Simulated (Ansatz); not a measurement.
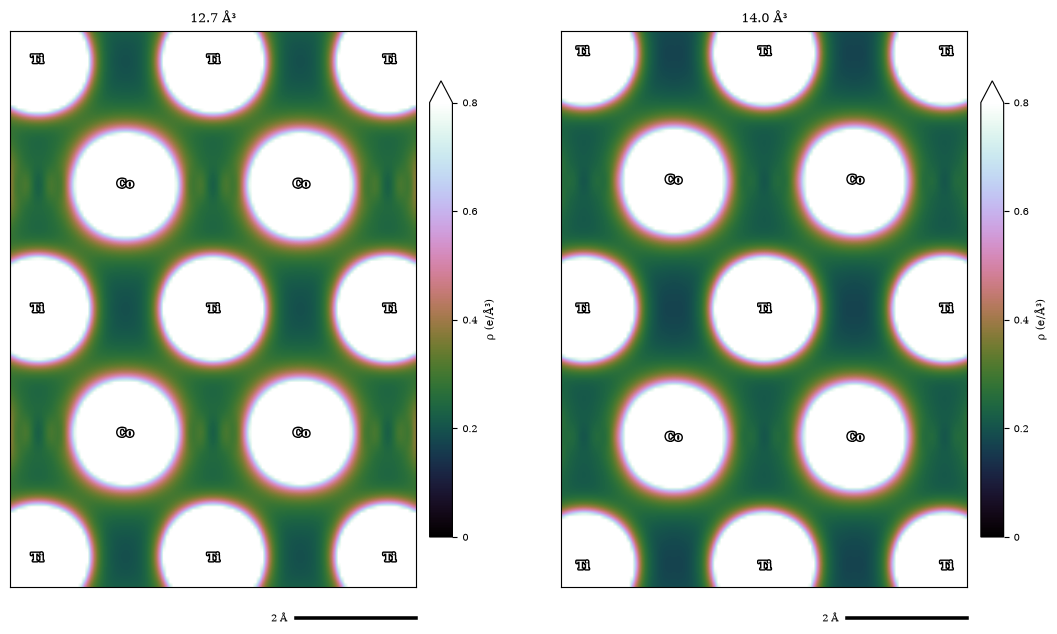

TiCo. The valence charge density (pseudo) of cells scaled evenly to different volumes (given per atom above each panel), on the (110) plane of each (indices in the axes of the cell below), at one length scale and on one colour scale.

A structure from a database of computed crystals, not necessarily the ambient phase; spin-polarised.

Level of theory: Ansatz, DFT PBEsol, scalar-relativistic, plane waves, PAW.

Core electrons are frozen (PAW), and the valence fields are smoothed inside the atomic spheres.

The largest cell:

```cif
data_structure
_symmetry_space_group_name_H-M 'P 1'
_symmetry_Int_Tables_number 1
_cell_length_a 3.0334
_cell_length_b 3.0334
_cell_length_c 3.0334
_cell_angle_alpha 90.000
_cell_angle_beta 90.000
_cell_angle_gamma 90.000
_cell_volume 27.91
loop_
_atom_site_label
_atom_site_type_symbol
_atom_site_fract_x
_atom_site_fract_y
_atom_site_fract_z
_atom_site_occupancy
Ti1 Ti 0.00000 0.00000 0.00000 1
Co1 Co 0.50000 0.50000 0.50000 1
```

| volume (Å³/atom) | Ti–Co contact in the plane (Å) | ρ at its midpoint (e/Å³) | pressure (GPa) | largest moment (μB) | 
| --- | --- | --- | --- | --- |
| 12.69 | 2.545 | 0.307 | 0.0 | 0.68 | 
| 13.31 | 2.586 | ? | ? | ? | 
| 13.96 | 2.627 | 0.271 | −13.8 | 1.02 | 

Q: Estimate the missing row, and compare with the calculation.

A: Over the known rows ln ρ falls by 1.52 per Å of Ti–Co distance (the line through the two), which gives 0.288 e/Å³ at 2.586 Å; the calculation gives 0.289 e/Å³. For the pressure, a straight line in volume between the neighbouring rows gives −6.7 GPa; the calculation gives −7.6, lower because pressure rises ever faster on compression. For the largest moment, a straight line in volume between the neighbouring rows gives 0.85 μB; the calculation gives 0.90.
